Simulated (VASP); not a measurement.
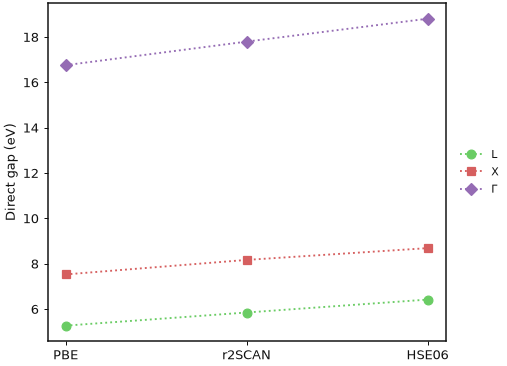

Direct gap at each named k point, by several methods on one cell of zincblende LiH, space group F-43m, 2 atoms in the primitive cell; cubic a = 4.290 Å. All runs are without spin-orbit coupling and carry no moments. The smallest gap is indirect or lies off these points.

### Does HSE06 open these direct gaps by one amount over PBE?

The shifts are +1.15 eV at L, +1.16 eV at X and +2.05 eV at Γ: a spread of 0.90 eV on a mean of 1.45 eV, so one shift doesn't describe them.

### How do the methods rank at L?

From low to high: PBE 5.27, r2SCAN 5.85, HSE06 6.42 eV.

| method | program | L (eV) | X (eV) | Γ (eV) |
| --- | --- | --- | --- | --- |
| PBE | VASP | 5.27 | 7.53 | 16.76 |
| r2SCAN | VASP | 5.85 | 8.17 | 17.80 |
| HSE06 | VASP | 6.42 | 8.69 | 18.81 |

Settings. PBE: VASP PAW PBE potentials, release 64 (Li_sv, H), 10×10×10 k mesh, 520 eV cutoff, Gaussian smearing of 0.01 eV (VASP). r2SCAN: VASP PAW PBE potentials, release 64 (Li_sv, H), 10×10×10 k mesh, 520 eV cutoff, Gaussian smearing of 0.01 eV (VASP 6.6.1). HSE06: VASP PAW PBE potentials, release 64 (Li_sv, H), 6×6×6 k mesh, 520 eV cutoff, Gaussian smearing of 0.01 eV (VASP 6.6.1).

The usual form of LiH is rocksalt. The cell was built from a pattern and not relaxed, so its bond lengths can be off. LDA, GGA and most meta-GGA functionals understate gaps. r2SCAN and HSE06: the PAW data sets were made with another functional. HSE06: the k mesh is coarse, so the values aren't converged, least of all with exact exchange. Over all k points computed the smallest gap is 4.24 eV in PBE, 4.82 eV in r2SCAN and 5.35 eV in HSE06.
